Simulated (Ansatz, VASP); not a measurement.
## Cross-check of InAs (InAs(110)) between VASP and Ansatz

Wanted: the spread between two codes on one cell, functional and k mesh. The structure shown is the end of the VASP relaxation below.

Program: Ansatz 0.2.0. Level of theory: plane waves, with VASP 6.6.1 beside it; single point at PBE and band structure at PBE. Results are calculated unless marked as measured.

### 1. Starting point

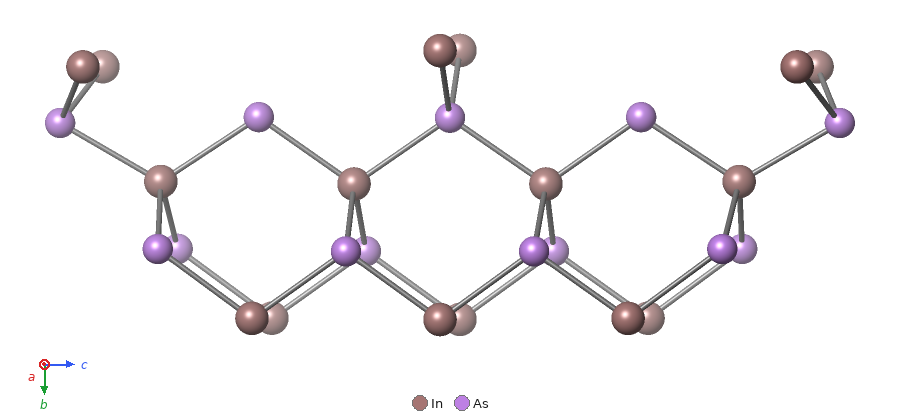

The starting structure, seen from the side, with the c axis across the page (indium brown, arsenic purple). Some periodic images of atoms are drawn too.

The cell holds 18 atoms: 9 In and 9 As. Its edges and angles: a = 4.395 Å, b = 6.216 Å, c = 33.581 Å, α = 90.0°, β = 90.0°, γ = 90.0°. It derives from InAs. As first built, before any earlier steps moved the atoms: 9 layers, cut at this functional's lattice. Vacuum lies along c.

### 2. VASP: relaxation, PBE

This run makes the geometry at which the two programs are then compared.

Lines of VASP's logs that name or quote its potential files are left out, and so is its time.

INCAR reads:

```
SYSTEM = InAs
PREC = Normal
ENCUT = 320
EDIFF = 1E-05
NELM = 120
ISMEAR = 0
SIGMA = 0.03
LREAL = Auto
ALGO = Fast
GGA = PE
NBANDS = 54
LORBIT = 11
LWAVE = .FALSE.
LCHARG = .FALSE.
KPAR = 2
NCORE = 2
IBRION = 2
NSW = 60
ISIF = 2
EDIFFG = -0.03
POTIM = 0.4
MAXMIX = 40
IDIPOL = 3
LDIPOL = .TRUE.
DIPOL = 0.5 0.5 0.5
```

POSCAR reads:

```
InAs
1.0
    4.3952931561      0.0000000000      0.0000000000
    0.0000000000      6.2158831920      0.0000000000
    0.0000000000      0.0000000000     33.5811726245
In As
9 9
Direct
    0.0000000000      0.0000000000      0.2382287300
    0.5000000000      0.5000000000      0.3036715500
    0.0000000000      0.0000000000      0.3691143600
    0.5000000000      0.5000000000      0.4345571800
    0.0000000000      0.0000000000      0.5000000000
    0.5000000000      0.5000000000      0.5654428200
    0.0000000000      0.0000000000      0.6308856400
    0.5000000000      0.5000000000      0.6963284500
    0.0000000000      0.0000000000      0.7617712700
    0.0000000000      0.7500000000      0.3036715500
    0.5000000000      0.2500000000      0.2382287300
    0.0000000000      0.7500000000      0.4345571800
    0.5000000000      0.2500000000      0.3691143600
    0.0000000000      0.7500000000      0.5654428200
    0.5000000000      0.2500000000      0.5000000000
    0.0000000000      0.7500000000      0.6963284500
    0.5000000000      0.2500000000      0.6308856400
    0.5000000000      0.2500000000      0.7617712700
```

KPOINTS reads:

```
Automatic mesh
0
Gamma
6 4 1
0 0 0
```

The projector-augmented-wave data sets are In and As (PBE family, release 64).

Command:

```
$ mpirun -np 4 vasp_std
```

Numbers of over 12 decimals in the logs are rounded to 6 here.

The program printed:

```text
[banner, memory and clock lines left out]
running    4 mpi-ranks, on    1 nodes
 distrk:  each k-point on    2 cores,    2 groups
 distr:  one band on    2 cores,    1 groups

 POSCAR found type information on POSCAR InAs
 POSCAR found :  2 types and      18 ions
 LDA part: xc-table for (Slater+PW92), standard interpolation
 POSCAR, INCAR and KPOINTS ok, starting setup
 FFT: planning ... GRIDC
 FFT: planning ... GRID_SOFT
 FFT: planning ... GRID
 WAVECAR not read
 entering main loop
       N       E                     dE             d eps       ncg     rms          rms(c)
DAV:   1     0.301536728534E+03    0.30154E+03   -0.17206E+04  1312   0.662E+02
DAV:   2    -0.297351681028E+02   -0.33127E+03   -0.32035E+03  1726   0.139E+02
DAV:   3    -0.679411702010E+02   -0.38206E+02   -0.37769E+02  1576   0.496E+01
DAV:   4    -0.695518480217E+02   -0.16107E+01   -0.16050E+01  1664   0.117E+01
DAV:   5    -0.696082080918E+02   -0.56360E-01   -0.56335E-01  1658   0.209E+00    0.127E+01
RMM:   6    -0.668780948734E+02    0.27301E+01   -0.35150E+00  1296   0.373E+00    0.704E+00
RMM:   7    -0.665756012238E+02    0.30249E+00   -0.42180E+00  1296   0.387E+00    0.182E+00
RMM:   8    -0.665133538736E+02    0.62247E-01   -0.70544E-01  1296   0.214E+00    0.546E-01
RMM:   9    -0.664891166212E+02    0.24237E-01   -0.48200E-02  1322   0.706E-01    0.305E-01
RMM:  10    -0.664898751462E+02   -0.75853E-03   -0.18743E-02  1418   0.331E-01    0.241E-01
RMM:  11    -0.664913639600E+02   -0.14888E-02   -0.28570E-03  1305   0.152E-01    0.134E-01
RMM:  12    -0.664913866986E+02   -0.22739E-04   -0.18600E-03  1298   0.110E-01    0.363E-02
RMM:  13    -0.664920573170E+02   -0.67062E-03   -0.17076E-03  1316   0.840E-02    0.670E-02
RMM:  14    -0.664920117401E+02    0.45577E-04   -0.23490E-04  1301   0.425E-02    0.188E-02
RMM:  15    -0.664921306613E+02   -0.11892E-03   -0.10996E-04  1280   0.261E-02    0.973E-03
RMM:  16    -0.664921788869E+02   -0.48226E-04   -0.27403E-05   948   0.132E-02    0.103E-02
RMM:  17    -0.664922293564E+02   -0.50470E-04   -0.31680E-05   948   0.120E-02    0.436E-03
RMM:  18    -0.664922523251E+02   -0.22969E-04   -0.90305E-06   888   0.618E-03    0.380E-03
RMM:  19    -0.664922789062E+02   -0.26581E-04   -0.40048E-06   849   0.431E-03    0.230E-03
RMM:  20    -0.664923031854E+02   -0.24279E-04   -0.16134E-06   576   0.296E-03    0.160E-03
RMM:  21    -0.664923163868E+02   -0.13201E-04   -0.60230E-07   488   0.245E-03    0.130E-03
RMM:  22    -0.664923229625E+02   -0.65757E-05   -0.30965E-07   459   0.206E-03
   1 F= -.66492323E+02 E0= -.66492322E+02  d E =-.664923E+02
[... from here on, the cycles between the ionic steps are left out ...]
   2 F= -.66738444E+02 E0= -.66738444E+02  d E =-.246121E+00
   8 F= -.67679337E+02 E0= -.67679337E+02  d E =-.541727E-01
   9 F= -.67679600E+02 E0= -.67679600E+02  d E =-.544362E-01
  10 F= -.67695036E+02 E0= -.67695036E+02  d E =-.154361E-01
  11 F= -.67702165E+02 E0= -.67702165E+02  d E =-.225651E-01
  12 F= -.67711219E+02 E0= -.67711219E+02  d E =-.905385E-02
  13 F= -.67712483E+02 E0= -.67712483E+02  d E =-.103174E-01
  14 F= -.67716253E+02 E0= -.67716253E+02  d E =-.377002E-02
  15 F= -.67716303E+02 E0= -.67716303E+02  d E =-.382032E-02
  16 F= -.67717809E+02 E0= -.67717809E+02  d E =-.150574E-02
  17 F= -.67718580E+02 E0= -.67718580E+02  d E =-.227684E-02
 curvature:  -6.46 expect dE=-0.357E-02 dE for cont linesearch -0.239E-04
 trial: gam= 0.76718 g(F)=  0.553E-03 g(S)=  0.000E+00 ort = 0.652E-04 (trialstep = 0.357E+01)
 search vector abs. value=  0.133E-02
 bond charge predicted
       N       E                     dE             d eps       ncg     rms          rms(c)
DAV:   1    -0.677186620114E+02   -0.90344E-04   -0.20290E-01  1314   0.131E+00    0.141E-01
RMM:   2    -0.677197035868E+02   -0.10416E-02   -0.12634E-02  1296   0.310E-01    0.752E-02
RMM:   3    -0.677198243203E+02   -0.12073E-03   -0.18938E-03  1310   0.130E-01    0.483E-02
RMM:   4    -0.677199057779E+02   -0.81458E-04   -0.31427E-04  1307   0.572E-02    0.278E-02
RMM:   5    -0.677199133936E+02   -0.76157E-05   -0.11614E-04  1296   0.321E-02    0.196E-02
RMM:   6    -0.677199191396E+02   -0.57460E-05   -0.25463E-05   965   0.155E-02
  18 F= -.67719919E+02 E0= -.67719919E+02  d E =-.133946E-02
 trial-energy change:   -0.001339  1 .order   -0.001331   -0.002149   -0.000513
 step:   4.6850(harm=  4.6850)  dis= 0.00863  next Energy=   -67.719991 (dE=-0.141E-02)
 reached required accuracy - stopping structural energy minimisation
```

Parts of OUTCAR (step 2):

```text
ion  position               nearest neighbor table
   1  0.000  0.000  0.238-  11 2.69  11 2.69  10 2.69
   2  0.500  0.500  0.304-  13 2.69  10 2.69  10 2.69  11 2.69
   3  0.000  0.000  0.369-  10 2.69  13 2.69  13 2.69  12 2.69
   4  0.500  0.500  0.435-  12 2.69  12 2.69  15 2.69  13 2.69
   5  0.000  0.000  0.500-  15 2.69  15 2.69  12 2.69  14 2.69
   6  0.500  0.500  0.565-  14 2.69  14 2.69  17 2.69  15 2.69
   7  0.000  0.000  0.631-  16 2.69  17 2.69  17 2.69  14 2.69
   8  0.500  0.500  0.696-  17 2.69  16 2.69  16 2.69  18 2.69
   9  0.000  0.000  0.762-  18 2.69  18 2.69  16 2.69
  10  0.000  0.750  0.304-   3 2.69   2 2.69   2 2.69   1 2.69
  11  0.500  0.250  0.238-   1 2.69   1 2.69   2 2.69
  12  0.000  0.750  0.435-   4 2.69   4 2.69   5 2.69   3 2.69
  13  0.500  0.250  0.369-   2 2.69   3 2.69   3 2.69   4 2.69
  14  0.000  0.750  0.565-   6 2.69   6 2.69   7 2.69   5 2.69
  15  0.500  0.250  0.500-   5 2.69   5 2.69   6 2.69   4 2.69
  16  0.000  0.750  0.696-   7 2.69   8 2.69   8 2.69   9 2.69
  17  0.500  0.250  0.631-   8 2.69   7 2.69   7 2.69   6 2.69
  18  0.500  0.250  0.762-   9 2.69   9 2.69   8 2.69

  LATTYP: Found a simple orthorhombic cell.
 ALAT       =     4.3952931561
 B/A-ratio  =     1.4142135624
 C/A-ratio  =     7.6402577557

 Subroutine GETGRP returns: Found  4 space group operations
 (whereof  4 operations were pure point group operations)

The static configuration has the point symmetry C_2v.

 Found     12 irreducible k-points:

   k-points           NKPTS =     12   k-points in BZ     NKDIM =     12   number of bands    NBANDS=     54

   dimension x,y,z NGX =    20 NGY =   28 NGZ =  150
   dimension x,y,z NGXF=    40 NGYF=   56 NGZF=  300

   ENCUT  =  320.0 eV  23.52 Ry    4.85 a.u.   6.41  9.07 48.98*2*pi/ulx,y,z

   NELECT =      72.0000    total number of electrons

 k-points in reciprocal lattice and weights: Automatic mesh
   0.00000000  0.00000000  0.00000000       0.042
   0.16666667  0.00000000  0.00000000       0.083
   0.33333333  0.00000000  0.00000000       0.083
   0.50000000  0.00000000  0.00000000       0.042
   0.00000000  0.25000000  0.00000000       0.083
   0.16666667  0.25000000  0.00000000       0.167
   0.33333333  0.25000000  0.00000000       0.167
   0.50000000  0.25000000  0.00000000       0.083
   0.00000000  0.50000000  0.00000000       0.042
   0.16666667  0.50000000  0.00000000       0.083
   0.33333333  0.50000000  0.00000000       0.083
   0.50000000  0.50000000  0.00000000       0.042

 dipolmoment           0.000000      0.000000     -0.000000 electrons x Angstroem

 average (electrostatic) potential at core
       1 -42.9297       2 -42.7096       3 -42.7279       4 -42.7288       5 -42.7200
       6 -42.7288       7 -42.7279       8 -42.7096       9 -42.9297      10 -54.4862
      11 -54.2859      12 -54.4455      13 -54.4284      14 -54.4455      15 -54.4318
      16 -54.4862      17 -54.4284      18 -54.2859

 E-fermi :  -0.3207

 k-point     1 :       0.0000    0.0000    0.0000
  band No.  band energies     occupation
    ...
     32      -0.7113      2.00000
     33      -0.6833      2.00000
     34      -0.6525      2.00000
     35      -0.5357      2.00000
     36      -0.4499      2.00000
     37      -0.1917      0.00000
     38       0.5476      0.00000
     39       1.0154      0.00000
     40       1.2695      0.00000
     41       1.3233      0.00000
    ...

 k-point     2 :       0.1667    0.0000    0.0000
  band No.  band energies     occupation
    ...
     32      -1.3747      2.00000
     33      -1.1495      2.00000
     34      -1.1208      2.00000
     35      -0.9061      2.00000
     36      -0.7326      2.00000
     37       0.8450      0.00000
     38       1.3087      0.00000
     39       1.4771      0.00000
     40       1.7657      0.00000
     41       1.7968      0.00000
    ...

 k-point     3 :       0.3333    0.0000    0.0000
  band No.  band energies     occupation
    ...
     32      -1.8382      2.00000
     33      -1.7116      2.00000
     34      -1.5091      2.00000
     35      -1.2693      2.00000
     36      -0.9810      2.00000
     37       1.0301      0.00000
     38       1.1143      0.00000
     39       1.5757      0.00000
     40       1.6506      0.00000
     41       1.7888      0.00000
    ...

  Total       -2.3694456     -1.3913439     -0.7408250      0.0000000      0.0000000      0.0000000
  in kB       -4.1378123     -2.4297329     -1.2937182      0.0000000      0.0000000      0.0000000
  external PRESSURE =      -2.6204211 kB  Pullay stress =       0.0000000 kB

  energy-cutoff  :      320.00
  volume of cell :      917.46
      direct lattice vectors                 reciprocal lattice vectors
     4.395293156  0.000000000  0.000000000     0.227516110  0.000000000  0.000000000
     0.000000000  6.215883192  0.000000000     0.000000000  0.160878184  0.000000000
     0.000000000  0.000000000 33.581172624     0.000000000  0.000000000  0.029778591

 POSITION                                       TOTAL-FORCE (eV/Angst)
 -----------------------------------------------------------------------------------
      0.00000      0.34751      8.49069         0.000000      0.007966      0.007046
      2.19765      2.99991     10.06989         0.000000     -0.003425     -0.004589
      0.00000      6.16048     12.41963        -0.000000     -0.001673     -0.000011
      2.19765      3.05609     14.56051         0.000000     -0.012804      0.023318
      4.39529      6.18768     16.79059         0.000000     -0.013350      0.000000
      2.19765      3.05609     19.02066        -0.000000     -0.012804     -0.023318
      0.00000      6.16048     21.16154        -0.000000     -0.001673      0.000011
      2.19765      2.99991     23.51128         0.000000     -0.003425      0.004589
      0.00000      0.34751     25.09048         0.000000      0.007966     -0.007046
      0.00000      4.55794     10.23023         0.000000      0.012391     -0.000248
      2.19765      1.64640      7.72973        -0.000000      0.010083      0.023639
      0.00000      4.61266     14.60533         0.000000     -0.010574      0.000648
      2.19765      1.51149     12.34714         0.000000     -0.000821      0.016533
      4.39529      4.61266     18.97584         0.000000     -0.010574     -0.000648
      2.19765      1.52430     16.79059         0.000000      0.011066      0.000000
      4.39529      4.55794     23.35094         0.000000      0.012391      0.000248
      2.19765      1.51149     21.23403         0.000000     -0.000821     -0.016533
      2.19765      1.64640     25.85145         0.000000      0.010083     -0.023639
 -----------------------------------------------------------------------------------
    total drift:                                0.000000     -0.043768      0.000011

  FREE ENERGIE OF THE ION-ELECTRON SYSTEM (eV)
  ---------------------------------------------------
  free  energy   TOTEN  =       -67.7199191396 eV

  energy  without entropy=      -67.7199191396  energy(sigma->0) =      -67.71991914

 reached required accuracy - stopping structural energy minimisation

 vacuum level on the upper side and lower side of the slab         4.389         4.389

 total charge
# of ion       s       p       d       tot
------------------------------------------
    1        1.272   1.105   0.136   2.513
    2        1.199   1.258   0.173   2.630
    3        1.202   1.262   0.173   2.637
    4        1.202   1.253   0.172   2.628
    5        1.202   1.265   0.175   2.642
    6        1.202   1.253   0.172   2.628
    7        1.202   1.262   0.173   2.637
    8        1.199   1.258   0.173   2.630
    9        1.272   1.105   0.136   2.513
   10        1.231   1.517   0.016   2.764
   11        1.273   1.427   0.015   2.715
   12        1.229   1.520   0.016   2.765
   13        1.231   1.512   0.015   2.758
   14        1.229   1.520   0.016   2.765
   15        1.230   1.516   0.015   2.761
   16        1.231   1.517   0.016   2.764
   17        1.231   1.512   0.015   2.758
   18        1.273   1.427   0.015   2.715
--------------------------------------------------
tot         22.111  24.490   1.623  48.224

[... 3 further parts left out ...]
```

CONTCAR:

```
InAs
   1.00000000000000
     4.3952931561000002    0.0000000000000000    0.0000000000000000
     0.0000000000000000    6.2158831919999997    0.0000000000000000
     0.0000000000000000    0.0000000000000000   33.5811726244999988
  In              As
     9     9
Direct
     0.0000000000000000    0.0559073169382585    0.2528407222892217
     0.5000000000000000    0.4826202759393337    0.2998672378813422
     0.0000000000000000    0.9910861687815491    0.3698391602707645
     0.5000000000000000    0.4916577817326384    0.4335916011404500
     1.0000000000000000    0.9954628566192437    0.5000000000000000
     0.5000000000000000    0.4916577817326384    0.5664083988595502
     0.0000000000000000    0.9910861687815491    0.6301608397292355
     0.5000000000000000    0.4826202759393337    0.7001327621186580
     0.0000000000000000    0.0559073169382585    0.7471592777107783
     0.0000000000000000    0.7332723951681783    0.3046419051173191
     0.5000000000000000    0.2648694323641804    0.2301803357849788
     0.0000000000000000    0.7420764103138885    0.4349262730566260
     0.5000000000000000    0.2431654888430735    0.3676804455353004
     1.0000000000000000    0.7420764103138885    0.5650737269433742
     0.5000000000000000    0.2452266032185554    0.5000000000000000
     1.0000000000000000    0.7332723951681783    0.6953580948826812
     0.5000000000000000    0.2431654888430735    0.6323195544646997
     0.5000000000000000    0.2648694323641804    0.7698196642150213
```

The data set In keeps the semicore shell frozen, which is cheaper and a little less accurate.

(Part 1 of 3 ends here.)

[Lines on the potential files, build, host, timing and source positions are cut from VASP's logs without a mark.]

[Logs are printed without paths, hosts, clocks, repeated set-up lines and the standing remarks that a program may print on its own settings, such as how far it seeks lower states.]

[Hosts, paths, dates, database ids (printed as entryN), source tags and the programs' standing remarks are cut or masked in the printed files.]
